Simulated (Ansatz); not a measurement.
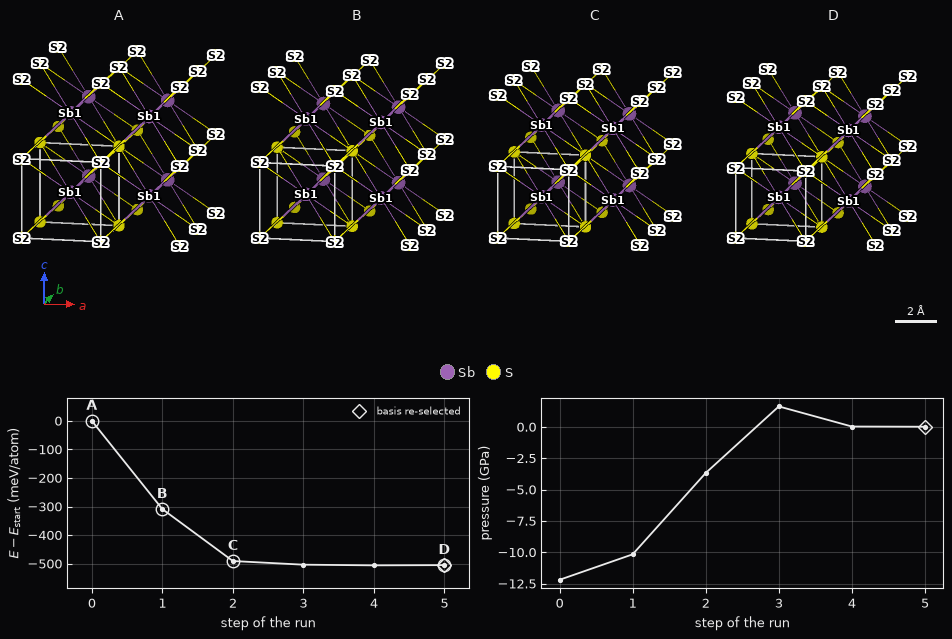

Frames of a relaxation of solid SbS (a generated structure, set up in Pm-3m) (coarse preliminary run), marked on the history of the run. The picture is a ball-and-stick view of the cell of the calculation, repeated 2 × 2 × 2 with one cell outlined, seen slightly off an axis.

Level of theory: DFT PBE, scalar-relativistic, plane waves, PAW (Ansatz).

Input file:
```yaml
crystal:
  lattice:
    - [3.95739321, 0.0, 0.0]
    - [0.0, 3.95739321, 0.0]
    - [0.0, 0.0, 3.95739321]
  atoms:
    - { symbol: Sb, position: [0.5, 0.5, 0.5] }
    - { symbol: S, position: [0.0, 0.0, 0.0] }
basis:
  ecutwfc: 420
kpoints:
  mp_grid: { grid: [4, 4, 4] }
hamiltonian:
  xc: pbe
scf:
  occupations: { method: gaussian, width: 0.1 }
  lower_state_search: "off"
output:
  forces: true
  stress: true
  eigenvalues: true
relax:
  adjacent_minimum: "off"
  f_tol: 0.04
  max_steps: 70
  cell: { stress_tol: 0.4 }
```

Launched with:
```bash
ansatz run input.yaml --threads 1 --pin off --max-ram 2560MiB --backend cpu --events-out ev --progress --plain --runs-dir out
```

**What happens along the run?**

No atom moves by more than 0.005 Å relative to the cell. Cell: a = b = c 3.957 → 3.504 Å (−11.5 %). Volume −30.6 %. Among the contacts that change: Sb1–S2 3.427 → 3.035 Å. The space group stays Pm-3m (No. 221). After 4 accepted moves (5 points after the start) the energy has fallen by 505 meV per atom. All forces vanish by symmetry, so only the cell relaxes. The pressure goes from −12.19 to 0.02 GPa. At 1 point the geometry stayed and the basis and grid were re-selected for the new cell (energy shift of 0.8 meV per atom at most each time). From step 0 to 1: volume −13.9 %, energy −309 meV per atom. From step 1 to 2: volume −14.6 %, energy −182 meV per atom. From step 2 to 5: volume −5.6 %, energy −14.3 meV per atom.

```csv
step,"E − E(0), meV/atom","pressure, GPa","volume, Å³/atom",note
0,0.00,-12.19,30.988,
1,-308.93,-10.16,26.674,
2,-490.63,-3.67,22.779,
3,-503.45,1.64,21.046,
4,-505.78,0.03,21.512,
5,-504.98,0.02,21.512,"same geometry, new basis"
```

Limits of the set-up: the k-point mesh is coarse for a cell with partly filled bands.
